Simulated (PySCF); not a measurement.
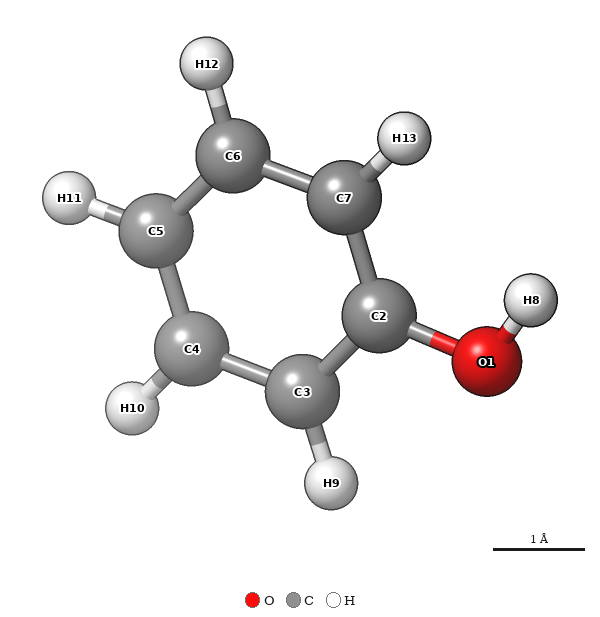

The structure (ball-and-stick view, seen at a tilt; atoms are numbered from 1 in the order of the input). Bond lengths as drawn: C–C 1.38 to 1.39 Å, C–H 1.08 to 1.09 Å, C–O 1.36 Å and H–O 0.96 Å.

# Excited-state calculation of C$_{6}$H$_{6}$O

C$_{6}$H$_{6}$O, SMILES Oc1ccccc1, computed with TDDFT CAM-B3LYP/aug-cc-pVTZ, vertical, gas phase, core orbitals frozen in the response (PySCF 2.14.0).

The geometry comes from this level: PBE0-D3(BJ)/def2-TZVP.

### The program's output
```
coarse grid: 11328 points
cycle   1  E = -307.3591638930  dE =  1.486e+00  |g| = 6.184e-01  |ddm| = 1.069e+01
cycle   2  E = -307.3498451542  dE =  9.319e-03  |g| = 7.128e-01  |ddm| = 3.183e+00
cycle   3  E = -307.4332925595  dE = -8.345e-02  |g| = 7.847e-02  |ddm| = 1.528e+00
cycle   4  E = -307.4342695861  dE = -9.770e-04  |g| = 3.591e-02  |ddm| = 2.556e-01
cycle   5  E = -307.4345593378  dE = -2.898e-04  |g| = 6.026e-03  |ddm| = 8.172e-02
cycle   6  E = -307.4345659142  dE = -6.576e-06  |g| = 2.726e-03  |ddm| = 1.739e-02
final grid: 110688 points
cycle   7  E = -307.4275227390  dE = -7.042e-05  |g| = 4.952e-03  |ddm| = 9.122e-01
cycle   8  E = -307.4275205784  dE =  2.161e-06  |g| = 5.652e-03  |ddm| = 5.626e-02
cycle   9  E = -307.4275286012  dE = -8.023e-06  |g| = 6.951e-04  |ddm| = 1.215e-02
cycle  10  E = -307.4275286995  dE = -9.837e-08  |g| = 2.803e-04  |ddm| = 2.772e-03
cycle  11  E = -307.4275287164  dE = -1.687e-08  |g| = 5.158e-05  |ddm| = 8.748e-04
cycle  12  E = -307.4275287169  dE = -4.741e-10  |g| = 1.971e-05  |ddm| = 2.030e-04
```

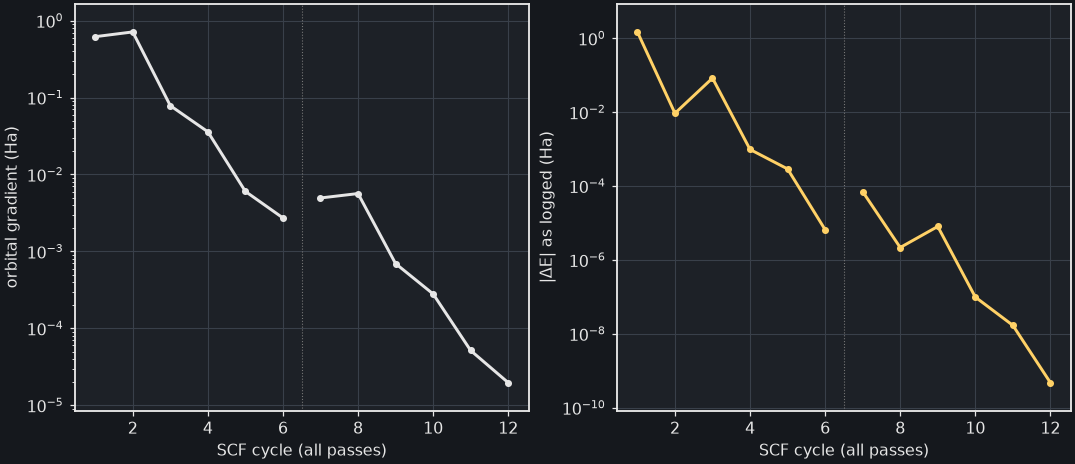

Convergence of the self-consistent field: orbital gradient and size of the energy change against the SCF cycle. The dotted line marks the change from a coarse to the final integration grid. The first 6 cycles use a coarse grid, the final grid takes over at cycle 7, and the field converges after 12 cycles in all.

```
converged SCF energy = -307.4275287169

Static polarisability (au): isotropic 73.803, principal 46.318 83.163 91.927

Singlet excitations
state   eV       nm        f      main configurations
  1   5.1901    238.9   0.03469   H->L+3 0.80, H-1->L+6 0.17
  2   5.5468    223.5   0.00007   H->L 0.86
  3   5.9491    208.4   0.03189   H->L+6 0.70, H-1->L+3 0.28
  4   6.0530    204.8   0.00431   H->L+1 0.85
  5   6.3825    194.3   0.00020   H->L+2 0.78, H-1->L 0.08
  6   6.5370    189.7   0.00187   H-1->L 0.74, H->L+2 0.09
  7   6.7836    182.8   0.01733   H->L+4 0.80
  8   6.9002    179.7   0.42546   H-1->L+6 0.70, H->L+3 0.15
  9   6.9160    179.3   0.00432   H-1->L+1 0.44, H->L+9 0.20, H->L+5 0.18
 10   6.9183    179.2   0.59337   H-1->L+3 0.63, H->L+6 0.24

Triplet excitations (Tamm-Dancoff, eV): 4.0949 4.3127 4.7518 5.4756
```

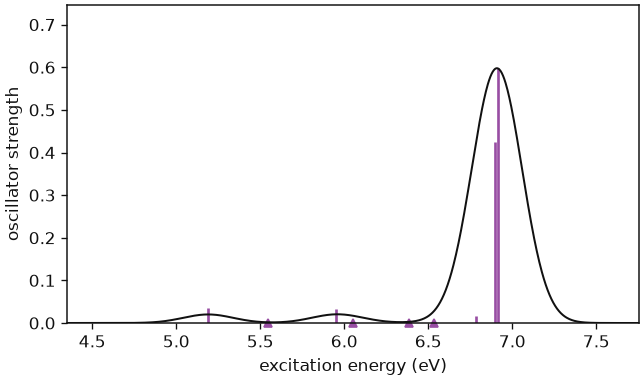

Computed excitations as sticks (degenerate states added up, dark ones marked on the axis), with a Gaussian envelope of 0.35 eV full width at half maximum, scaled to the tallest. Of the 10 states the lowest lies at 5.19 eV (f = 0.035); the strongest line is at 6.92 eV, or 179 nm (f = 0.598, summed over 2 states that lie within 0.004 eV).

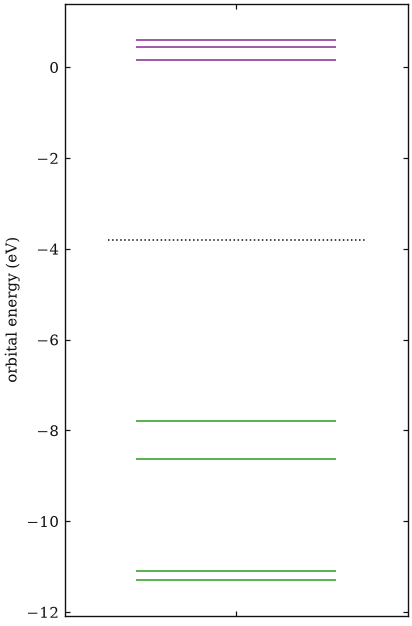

Orbital energies near the frontier; the dotted line parts filled from empty levels, and levels within 0.02 eV of each other stand side by side. Highest filled −7.79 eV, lowest empty 0.16 eV, 7.95 eV apart.

The run was set up as follows.

### Input
```
{"job": {"kind": "uv", "xc": "CAM-B3LYP", "basis": "aug-cc-pVTZ", "ip": false, "dynamic": false}, "charge": 0, "multiplicity": 1}
O      2.475574    -0.199105     0.105809
C      1.123962    -0.098668     0.046796
C      0.398401    -1.271959    -0.123760
C     -0.982765    -1.218944    -0.190114
C     -1.653608    -0.007123    -0.087865
C     -0.923342     1.158371     0.082234
C      0.461210     1.118540     0.150116
H      2.852743     0.676627     0.226035
H      0.932340    -2.211098    -0.202394
H     -1.542726    -2.137653    -0.322909
H     -2.734715     0.026946    -0.141180
H     -1.431679     2.112307     0.163966
H      1.029196     2.034684     0.284128
```

The first line tells a small driver script what to run in PySCF; the rest is the geometry in Å.

Launched with:
```bash
OMP_NUM_THREADS=2 python <driver script> task.json out
```

### Results in brief

- outcome: converged
- total energy: −307.427529 hartree
- HOMO: −7.79 eV
- LUMO: 0.16 eV
- dipole moment: 1.30 D
- mean polarisability: 73.80 a.u.
- lowest singlet excitation: 5.19 eV
- hardware: 2 CPU threads, shared host
- wall time: 2.9 min (CPU time 5.9 min)
- peak memory: 2.5 GiB
